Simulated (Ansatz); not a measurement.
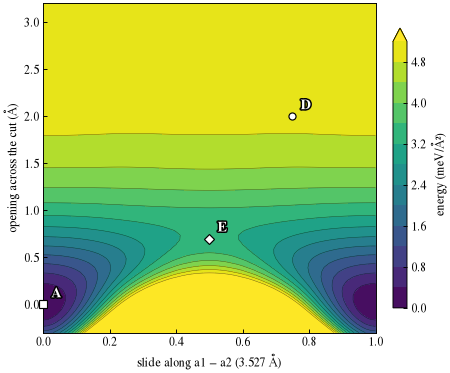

N (P6_3/mmc, No. 194; 8 atoms in the cell). Rigid slide and opening across a plane, one cut a cell; the plane is (0 0 1) of the conventional cell. The first coordinate is: slide along a1 − a2 (3.527 Å); the second: opening across the cut. Nothing is relaxed (rigid halves). The scan uses a 12 × 7 grid; 49 points were computed and 35 follow by symmetry. Points are written as (first, second). All energies are given in meV/Å² relative to the lowest grid point. Theory: DFT LDA, scalar-relativistic, plane waves, PAW in Ansatz 0.2.0. Settings: cutoff 520 eV, k-mesh 7×7×2 in the order of the run's cell vectors, gaussian smearing 0.05 eV, no spin polarisation.

Drawn: filled contours, one colour for all values above the top of the scale, lettered points. Between grid points the surface is interpolated.

Question: Rank the lettered points by energy, lowest first.

Answer: A (0.0 meV/Å²), E (3.3 meV/Å²), D (4.9 meV/Å²).

Question: What kind of point is each of A, E: minimum, saddle, maximum or slope?

Answer: A: minimum; E: saddle point. (In these two coordinates alone; a stationary point may lie a little off the grid point.)
